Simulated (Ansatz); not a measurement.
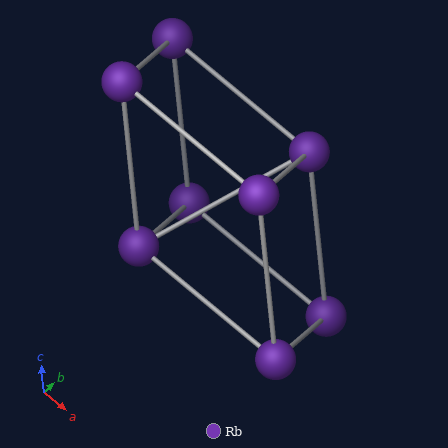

System: Rb, space group Im-3m (No. 229). The picture shows the cell.

Structure:
```xyz
1
Lattice="-2.8060 2.8060 2.8060 2.8060 -2.8060 2.8060 2.8060 2.8060 -2.8060" Properties=species:S:1:pos:R:3 pbc="T T T"
Rb    0.0000    0.0000    0.0000
```

Method: homogeneous strain of a crystal along one Voigt pattern with engineering shear, fractional coordinates fixed, by plane-wave density functional theory with PAW datasets, free energies less that of the undisturbed cell; scalar-relativistic (Ansatz 0.2.0). Level: LDA, no spin polarisation.

wave cutoff 420 eV; k mesh 12×12×12; occupations Gaussian; smearing width 0.15 eV; k shift (0, 0, 0) (mesh steps); start as given; strain pattern (0, 0, 0, 1, 0, 0) (xx yy zz yz xz xy with engineering shear).

The points at strain −0.1125, −0.0375, 0.075 and 0.15 follow from computed ones by symmetry.

What does the calculation give for the energy change and tensile stress summed over the strain pattern against strain? The strain takes the values −0.1500, −0.1125, −0.0750, −0.0375, 0.0000, 0.0187, 0.0375, 0.0562, 0.0750, 0.0937, 0.1125, 0.1312, 0.1500.

The energy change is 9.17 meV/atom at strain −0.1500 and 9.17 meV/atom at 0.1500; the lowest computed point is at strain 0.0000 (0.00 meV/atom). The tensile stress summed over the strain pattern rises from −0.252 GPa at strain −0.1500 to 0.252 GPa at 0.1500, and changes sign near 0.000. The slope of stress against strain at the start, which at zero pressure is the clamped-ion constant C44, is 1.6 GPa. The second derivative of tensile stress is 0 GPa.

```json
{"strain": "-0.1500", "energy change (meV/atom)": "9.17", "tensile stress summed over the strain pattern (GPa)": "-0.252"}
{"strain": "-0.1125", "energy change (meV/atom)": "5.10", "tensile stress summed over the strain pattern (GPa)": "-0.186"}
{"strain": "-0.0750", "energy change (meV/atom)": "2.25", "tensile stress summed over the strain pattern (GPa)": "-0.123"}
{"strain": "-0.0375", "energy change (meV/atom)": "0.56", "tensile stress summed over the strain pattern (GPa)": "-0.061"}
{"strain": "0.0000", "energy change (meV/atom)": "0.00", "tensile stress summed over the strain pattern (GPa)": "0.000"}
{"strain": "0.0187", "energy change (meV/atom)": "0.14", "tensile stress summed over the strain pattern (GPa)": "0.030"}
{"strain": "0.0375", "energy change (meV/atom)": "0.56", "tensile stress summed over the strain pattern (GPa)": "0.061"}
{"strain": "0.0562", "energy change (meV/atom)": "1.26", "tensile stress summed over the strain pattern (GPa)": "0.092"}
{"strain": "0.0750", "energy change (meV/atom)": "2.25", "tensile stress summed over the strain pattern (GPa)": "0.123"}
{"strain": "0.0937", "energy change (meV/atom)": "3.53", "tensile stress summed over the strain pattern (GPa)": "0.154"}
{"strain": "0.1125", "energy change (meV/atom)": "5.10", "tensile stress summed over the strain pattern (GPa)": "0.186"}
{"strain": "0.1312", "energy change (meV/atom)": "6.97", "tensile stress summed over the strain pattern (GPa)": "0.219"}
{"strain": "0.1500", "energy change (meV/atom)": "9.17", "tensile stress summed over the strain pattern (GPa)": "0.252"}
```

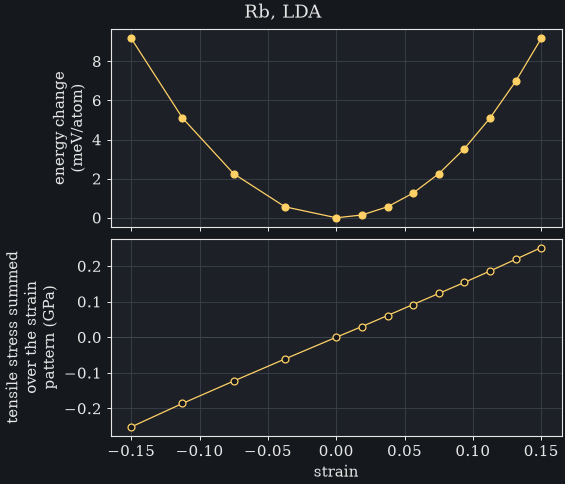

Limits of the calculation: reference crystal is not relaxed.
